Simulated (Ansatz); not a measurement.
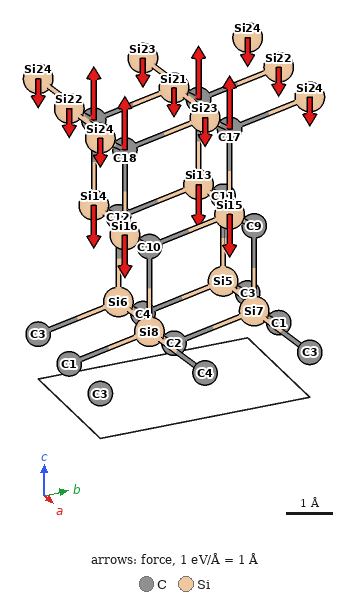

Starting geometry of a slab of composition SiC (cut from the F-43m phase) with the computed forces as red arrows. Style: ball-and-stick. Shown: the cell of the calculation, outlined in the plane, without the vacuum, slightly off an axis.

Case: clean slab, lower planes held. The slab is the (1 1 1) face of SiC. 12 atoms are held fixed.

Theory: DFT PBE, scalar-relativistic, plane waves, PAW in Ansatz 0.2.0. Settings: plane-wave cutoff 420 eV; k-point mesh 3 × 3 × 1; occupations gaussian; smearing width 0.05 eV; no spin polarisation; dipole correction; atoms relaxed in a fixed cell; force threshold 0.03 eV/Å; at most 70 steps.

### Is this structure relaxed? If not, where do the atoms go?

It isn't relaxed: the largest force vector, on C atoms, is 1.21 eV/Å. The atoms end up moving mostly along the starting forces (cosine between the two patterns 0.86). The largest moves, 0.080 Å, are those of Si atoms. Largest moves by element: Si 0.080 Å, C 0.038 Å. The lattice vectors keep their values. Some distances before and after: C–Si 1.896 → 1.983 Å, C–Si 1.896 → 1.860 Å, C–Si 1.896 → 1.881 Å. Bond angles that change, for instance: Si–C–Si 109.5° → 106.0°, Si–C–Si 109.5° → 112.7°, C–Si–C 109.5° → 112.7°. After 4 geometry steps the energy has fallen by 0.276 eV per cell of the calculation. Largest force component: 1.2 eV/Å at the start, 0.0061 eV/Å at the end. The run took 57 s on 2 threads of Arm Neoverse V1, with other jobs on the host, peak memory 0.95 GiB.
